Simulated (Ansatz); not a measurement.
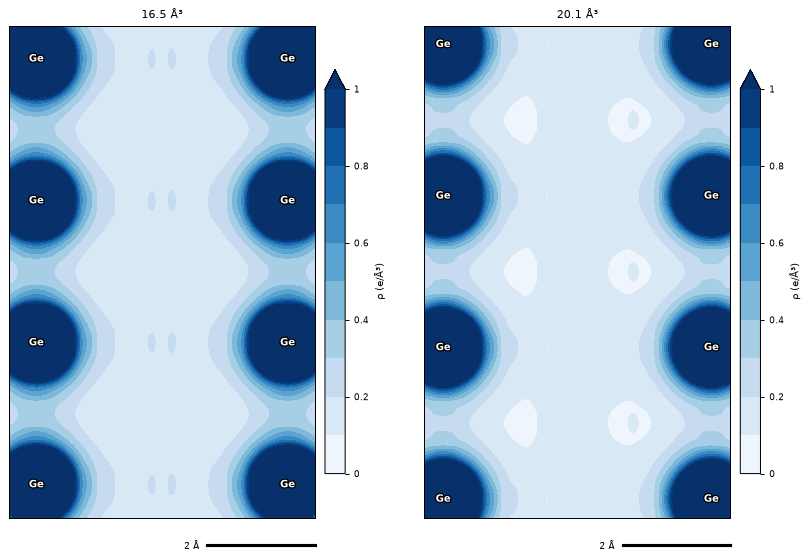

Ge. The valence electron density of cells scaled evenly to different volumes (given per atom above each panel), on the (100) plane of each (indices in the axes of the cell below), at one length scale and on one colour scale.

A generated structure, not necessarily the stable one.

Theory: Ansatz 0.2.0, DFT, LDA (PW92), plane waves (420 eV) with PAW, scalar-relativistic.

Core electrons are frozen (PAW), and the valence fields are smoothed inside the atomic spheres.

The largest cell:

```xyz
3
Lattice="4.9794 0.0000 0.0000 -2.4897 4.3123 0.0000 0.0000 0.0000 2.8134" Properties=species:S:1:pos:R:3 pbc="T T T"
Ge    0.0000    0.0000    0.0000
Ge    0.0000    2.8748    1.4067
Ge    2.4897    1.4374    1.4067
```

| volume (Å³/atom) | Ge–Ge contact in the plane (Å) | ρ at its midpoint (e/Å³) | pressure (GPa) | 
| --- | --- | --- | --- |
| 16.54 | 2.635 | 0.371 | 7.8 | 
| 17.98 | 2.709 | ? | ? | 
| 20.14 | 2.813 | 0.217 | −7.0 | 

> Estimate the missing row, and compare with the calculation.

Over the known rows ln ρ falls by 3.01 per Å of Ge–Ge distance (the line through the two), which gives 0.297 e/Å³ at 2.709 Å; the calculation gives 0.336 e/Å³. For the pressure, a straight line in volume between the neighbouring rows gives 1.9 GPa; the calculation gives 0.0, lower because pressure rises ever faster on compression.
